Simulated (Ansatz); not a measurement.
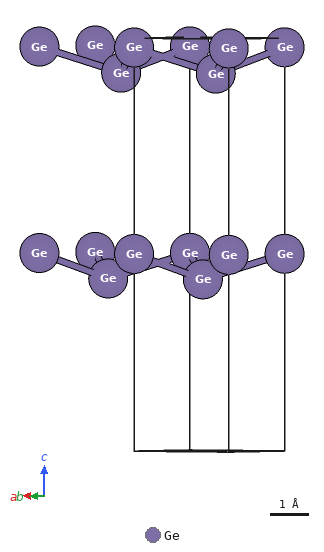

This is a symmetric starting cell of Ge. The picture is a ball-and-stick view of the cell of the calculation, repeated 2 × 1 × 1 with one cell outlined, seen from a free direction.

Computed with Ansatz, DFT PBE, scalar-relativistic, plane waves, PAW. (plane-wave cutoff 420 eV; k-point mesh 12 × 12 × 4; occupations gaussian; smearing width 0.1 eV; no spin polarisation)

Now this is done to it. The cell is strained by −5.1 % along c and −2.1 % across it (volume −9.0 %) and atoms are displaced by 0.06 Å relative to the cell: Ge1 0.06 Å along −c. No relaxation follows. The starting cell wasn't computed here and needn't be at equilibrium, so pressure and forces aren't due to the change alone.

The input:
```yaml
crystal:
  lattice:
    - [3.9656700742, 0.0, 0.0]
    - [-1.9828350371, 3.4343710272, 0.0]
    - [0.0, 0.0, 10.4335771597]
  atoms:
    - { symbol: Ge, position: [0.0, 0.0, 0.9719941595] }
    - { symbol: Ge, position: [0.0, 0.0, 0.4719941595] }
    - { symbol: Ge, position: [0.33333333, 0.66666667, 0.9203058405] }
    - { symbol: Ge, position: [0.66666667, 0.33333333, 0.4203058405] }
basis:
  ecutwfc: 420
kpoints:
  mp_grid: { grid: [12, 12, 4] }
hamiltonian:
  xc: pbe
scf:
  occupations: { method: gaussian, width: 0.1 }
output:
  forces: true
  stress: true
  eigenvalues: true
```

Question: What does the calculation give for the changed structure?

Answer: The pressure is 2.7 GPa (not all of it need come from the change, since the unchanged cell can be under pressure at this level too). The principal stresses (compression positive) are 0.4 GPa along c and 3.9 GPa across it. The largest forces, 0.55 eV/Å, act on Ge1, Ge2, Ge3 and Ge4; on Ge3 it points along −c. The forces point straight back along the displacements (cosine −1.00). Near-neighbour distances before and after: Ge–Ge 2.438 → 2.352 Å. The space group stays P6_3mc (No. 186).

The changed structure in the same view:

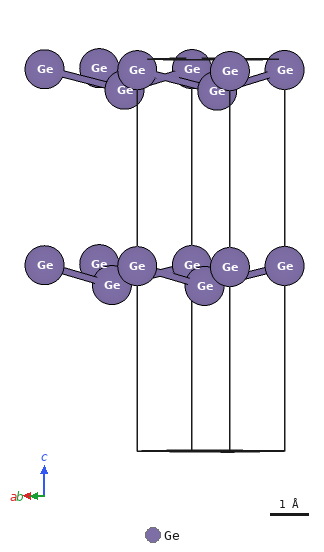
